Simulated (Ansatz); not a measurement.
**Single-point calculation of Si25C24 (part 2 of 2)**

The same run, continued: Si25C24 (defect cell, 49 atoms in the cell); DFT PBE, scalar-relativistic, plane waves, PAW, spin-polarised (Ansatz 0.2.0); cutoff 420 eV, 2×2×2 k-mesh, Gaussian smearing of 0.05 eV, collinear spins. The structure derives from an entry of the Crystallography Open Database.

**What the program printed, continued**
```
--- Forces (eV/Å), atoms counted from 1 ---
  atom   1  Si    -0.00030552     0.00005294    -0.00322259
  atom   2  Si    -0.00154184    -0.00039469     0.00202636
  atom   3  Si     0.00070451     0.00025609     0.00040074
  atom   4  Si     0.00027040    -0.00031418    -0.00152518
  atom   5  Si    -0.00352476     0.01052599    -0.00110571
  atom   6  Si     0.00077763     0.00079658     0.00075584
  atom   7  Si    -0.00536423    -0.00278012     0.00009457
  atom   8  Si     0.00809409    -0.00870297    -0.00040714
  atom   9  Si     0.00275288     0.00073675    -0.00380926
  atom  10  Si     0.00091231    -0.00393097     0.00683848
  atom  11  Si     0.00104795    -0.00175110     0.01021158
  atom  12  Si     0.01534367     0.00729448     0.00268706
  atom  13  Si    -0.00030942    -0.00391568    -0.00721982
  atom  14  Si     0.00096306     0.00449817    -0.00933559
  atom  15  Si     0.00762565     0.00135515    -0.00808802
  atom  16  Si    -0.00666613     0.00109297    -0.00989360
  atom  17  Si    -0.00147183    -0.00341707     0.00188189
  atom  18  Si     0.00356074    -0.00075085    -0.00535513
  atom  19  Si    -0.00614314    -0.00014214     0.00724134
  atom  20  Si    -0.00006414     0.00052597     0.00087067
  atom  21  Si     0.00123842     0.00128806     0.00260080
  atom  22  Si    -0.00069134    -0.00688629    -0.00881345
  atom  23  Si    -0.00705299     0.00198800    -0.00710695
  atom  24  Si     0.00704848     0.00275496    -0.00657418
  atom  25  C     -0.00146566    -0.00031407    -0.00638342
  atom  26  C     -0.00446066    -0.00595898     0.00011543
  atom  27  C     -0.00963143     0.00165492     0.00089803
  atom  28  C      0.01117612     0.00836066     0.00076009
  atom  29  C     -0.00051952    -0.00440573     0.00464978
  atom  30  C      0.00054784     0.00092969     0.00276412
  atom  31  C      0.00305859     0.00152517     0.00727444
  atom  32  C     -0.00470088     0.00225282     0.00446059
  atom  33  C     -0.00100161     0.00009432     0.00713668
  atom  34  C      0.00048775     0.00040488     0.00893690
  atom  35  C     -0.00051822    -0.00064145     0.00537412
  atom  36  C      0.00001287    -0.00063989     0.00384479
  atom  37  C      0.00564789    -0.00176599    -0.00123065
  atom  38  C     -0.00546885     0.00029973    -0.00559519
  atom  39  C      0.00132848    -0.00133312    -0.00222546
  atom  40  C     -0.00255946     0.00593961    -0.00001779
  atom  41  C     -0.00118853    -0.00190791    -0.00385011
  atom  42  C     -0.00142420    -0.00212709    -0.00315694
  atom  43  C     -0.00192685    -0.00007784    -0.00297399
  atom  44  C     -0.00026369    -0.00006538    -0.00317393
  atom  45  C      0.00212129     0.00025135     0.01002210
  atom  46  C     -0.00363775     0.00797837     0.00302250
  atom  47  C      0.00707115    -0.00653130     0.00286551
  atom  48  C     -0.00608250    -0.00183147     0.00162223
  atom  49  Si    -0.00380651    -0.00227089     0.00171793
  max |Σ_I F_I| component: 1.04e-5 eV/Å
--- Band table (eV; the first three rows and the last of 16) ---
  k-point 0 ↑: bands = ["-6.4090", "-5.2500", "-5.1534", "-3.9531", "-3.6387", "-2.9589", "-2.9545", "-2.7573", "-2.1853", "-2.0628", "-2.0565", "-2.0262", "-1.9063", "-1.8204", "-1.7352", "-1.6574", "-1.6437", "-1.5556", "-1.1425", "-1.1118", "-1.0168", "-0.6926", "-0.6869", "-0.6701", "0.2054", "1.0119", "1.0181", "1.0769", "1.2571", "1.3852", "1.5455", "1.7669", "2.0262", "2.1062", "2.2293", "2.3033", "2.3636", "2.4056", "2.4718", "2.8376", "2.9227", "2.9238", "3.1458", "3.3661", "3.5433", "4.7141", "4.9191", "5.2433", "5.3282", "5.7507", "5.7730", "5.8243", "5.8843", "5.9257", "6.0699", "6.2079", "6.3798", "6.5229", "6.5314", "6.7330", "6.7988", "6.8067", "6.9507", "6.9602", "7.1411", "7.1683", "7.3585", "7.3988", "7.4390", "7.4724", "7.5692", "7.7597", "7.9063", "7.9511", "8.0319", "8.0857", "8.1336", "8.2039", "8.2363", "8.3237", "8.3389", "8.3621", "8.7341", "8.7491", "8.8125", "8.8285", "8.8389", "8.9476", "8.9571", "9.2503", "9.2582", "9.5361", "9.5435", "9.7781", "9.9624", "9.9692", "10.1515", "11.2557", "11.2958", "11.3515", "11.7905", "11.8107", "12.3648", "12.7462", "12.7887", "12.8764", "13.2453", "13.4759", "13.7963", "14.2247", "14.2387", "14.3050", "14.3894", "14.4731", "14.5143", "14.6623"]
  k-point 1 ↑: bands = ["-6.4059", "-5.4178", "-4.7268", "-4.5216", "-3.1305", "-2.9588", "-2.9547", "-2.7395", "-2.4343", "-2.0712", "-2.0627", "-2.0459", "-1.8836", "-1.8335", "-1.7967", "-1.6716", "-1.6011", "-1.5039", "-1.1310", "-1.1281", "-1.0711", "-0.7023", "-0.6932", "-0.6344", "0.2551", "1.0150", "1.0242", "1.2160", "1.4629", "1.6059", "1.6879", "1.7236", "1.8573", "2.0312", "2.0324", "2.0538", "2.1866", "2.3334", "2.4249", "2.8051", "2.8753", "2.9263", "3.1384", "3.1699", "4.6649", "4.7812", "5.0698", "5.1403", "5.3608", "5.3912", "5.4738", "5.7615", "5.7894", "5.8559", "6.0103", "6.2862", "6.5147", "6.5278", "6.5505", "6.6928", "6.7667", "6.8339", "6.9066", "6.9380", "6.9678", "7.0032", "7.2835", "7.4685", "7.5480", "7.5834", "7.6482", "7.8484", "7.9183", "8.0452", "8.0594", "8.0861", "8.0973", "8.1700", "8.2896", "8.3389", "8.3392", "8.6964", "8.7509", "8.7839", "8.7986", "8.8062", "8.8224", "9.0309", "9.0380", "9.1696", "9.1774", "9.2520", "9.5732", "9.5802", "9.9538", "9.9605", "10.1978", "11.2800", "11.3149", "11.3479", "11.7991", "11.8244", "12.4070", "12.7263", "12.7638", "12.9277", "13.3535", "13.6112", "13.6803", "13.9936", "14.2437", "14.3223", "14.3427", "14.4434", "14.5169", "14.7315"]
  k-point 2 ↑: bands = ["-5.7596", "-4.9077", "-4.2394", "-4.1058", "-4.0987", "-4.0880", "-3.2628", "-3.2224", "-2.8373", "-2.7948", "-2.6268", "-2.5870", "-2.4276", "-2.4057", "-1.8858", "-1.8795", "-1.7282", "-1.7184", "-1.2783", "-1.2352", "-0.9146", "-0.8622", "-0.4010", "-0.3927", "1.2287", "1.7135", "2.0687", "2.1284", "2.4258", "2.5357", "2.5743", "2.7563", "2.7926", "2.8016", "3.1611", "3.3954", "3.4152", "3.6447", "3.6561", "3.6821", "3.7362", "3.8643", "3.9188", "4.2051", "4.5717", "4.7255", "4.7539", "4.8415", "4.9520", "4.9577", "5.1193", "5.1622", "5.1786", "5.2035", "5.2407", "5.3134", "5.6293", "5.6952", "5.7732", "5.8894", "5.9084", "6.0337", "6.0362", "6.0514", "6.1200", "6.2029", "6.3550", "6.4314", "6.7355", "6.7889", "6.8237", "7.0695", "7.3333", "7.3504", "7.4319", "7.5341", "7.6916", "7.7196", "7.7341", "7.7397", "7.7526", "7.7919", "8.0347", "8.1181", "8.1240", "8.2190", "8.2852", "8.2900", "8.4243", "8.5016", "8.7360", "8.7433", "9.1650", "9.1752", "9.3884", "9.3965", "10.9879", "12.5192", "12.9071", "12.9832", "13.0822", "13.3841", "13.5966", "13.6191", "13.9523", "14.0325", "14.0466", "14.1444", "14.3333", "14.3451", "14.4703", "14.4913", "14.9744", "15.1566", "15.2037", "15.4075"]
  k-point 7 ↓: bands = ["-5.7503", "-4.8888", "-4.3170", "-4.2558", "-3.9094", "-3.8248", "-3.3806", "-3.2180", "-3.1304", "-2.9389", "-2.3844", "-2.3780", "-2.3086", "-2.2682", "-2.0611", "-2.0157", "-1.5718", "-1.5103", "-1.3628", "-1.3526", "-0.9927", "-0.9372", "-0.3815", "-0.3570", "1.2633", "1.8181", "2.1346", "2.2377", "2.4452", "2.5332", "2.6074", "2.7704", "2.8276", "2.9058", "3.1081", "3.2080", "3.3159", "3.3431", "3.4817", "3.7484", "3.8524", "4.0938", "4.1023", "4.2369", "4.5500", "4.6759", "4.7170", "4.7472", "4.9844", "5.0232", "5.0950", "5.1690", "5.2688", "5.3227", "5.4839", "5.5221", "5.5832", "5.6028", "5.7236", "5.7671", "5.9102", "5.9308", "6.0513", "6.1679", "6.3671", "6.4324", "6.4596", "6.5312", "6.7482", "6.7803", "6.8082", "7.0417", "7.0977", "7.1692", "7.3807", "7.4322", "7.5143", "7.5213", "7.6289", "7.6450", "7.8574", "7.9378", "8.0998", "8.1746", "8.2816", "8.3238", "8.3557", "8.3906", "8.4247", "8.4707", "8.8026", "8.8441", "9.0869", "9.1072", "9.3669", "9.3729", "11.0076", "12.5255", "12.9176", "12.9971", "13.1369", "13.4824", "13.7512", "13.7721", "14.0253", "14.1064", "14.1373", "14.2037", "14.3148", "14.3325", "14.4525", "14.5100", "14.9141", "15.2059", "15.3008", "15.3626"]
--- Löwdin populations: 49 sites ---
  site symbol       q [e]    m [muB]
     0     Si      2.9379     0.0004
     1     Si      2.9348     0.0009
     2     Si      2.9381     0.0008
     3     Si      2.9381     0.0008
     4     Si      2.9392     0.0298
     5     Si      2.9350     0.0271
     6     Si      2.9391     0.0298
     7     Si      2.9392     0.0298
     8     Si      2.9085     0.0300
     9     Si      2.9571     0.0393
    10     Si      2.9570     0.0392
    11     Si      2.9574     0.0391
    12     Si      2.9306    -0.0000
    13     Si      2.9312     0.0000
    14     Si      2.9316     0.0002
    15     Si      2.9316     0.0002
    16     Si      2.9509     0.0048
    17     Si      2.9860    -0.0004
    18     Si      2.9513     0.0052
    19     Si      2.9511     0.0052
    20     Si      2.9177     0.0086
    21     Si      2.9161     0.0086
    22     Si      2.9159     0.0088
    23     Si      2.9159     0.0088
    24      C      5.0072    -0.0018
    25      C      4.9325     0.0049
    26      C      4.9327     0.0050
    27      C      4.9329     0.0049
    28      C      5.0075     0.0048
    29      C      5.0053    -0.0011
    30      C      5.0074     0.0048
    31      C      5.0075     0.0048
    32      C      5.0014    -0.0002
    33      C      4.9944     0.0010
    34      C      5.0011     0.0009
    35      C      5.0011     0.0009
    36      C      4.9812     0.0145
    37      C      5.0184    -0.0086
    38      C      4.9810     0.0147
    39      C      4.9811     0.0147
    40      C      5.0060     0.0021
    41      C      4.9943    -0.0000
    42      C      5.0059     0.0022
    43      C      5.0060     0.0022
    44      C      4.9872    -0.0079
    45      C      4.9955     0.0118
    46      C      4.9956     0.0114
    47      C      4.9955     0.0113
    48     Si      3.3119    -0.0007
  spilling = 0.012235 (of n_electrons = 196.000000)
--- Band densities, each state counted as filled ---
  window                                       electrons  max residual (eV)  cut levels
  e_range: [-0.25, 0.25]             0.500000 + 0.500000             1.2e-5           0
  e_range: [-1.2, 0]                 2.000000 + 1.500000             2.0e-6           0
  e_range: [0, 1.2]                  3.375000 + 3.750000             1.2e-4           0
```

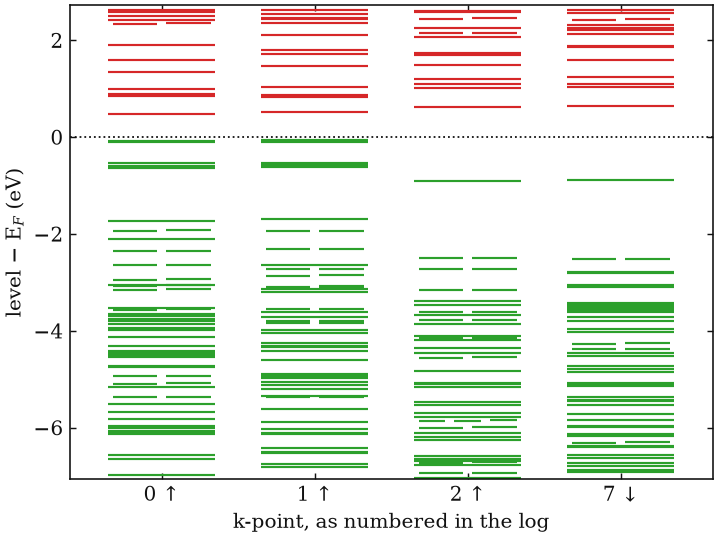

Kohn–Sham levels near the Fermi level (dotted) at the few k-points that the log prints; levels within 0.02 eV of each other stand side by side. The system is metallic on the full mesh.

**Summary**

| quantity | value |
| --- | --- |
| outcome | converged |
| electrons treated | 196 |
| free energy | −21917.4535 eV |
| Fermi energy | 11.890 eV |
| gap on the k-point mesh | none (metallic) |
| net moment of the cell | 0.49 μB |
| integrated absolute moment | 0.54 μB |
| largest force (length of the vector) | 0.017 eV/Å |
| wall time | 45 s (CPU time 3 min) |
| peak memory | 2.2 GiB |

**Remarks**

Notes on the run: the state was not tested for a lower one. The k-point mesh is coarse for a cell of this size, so the results may not be converged.
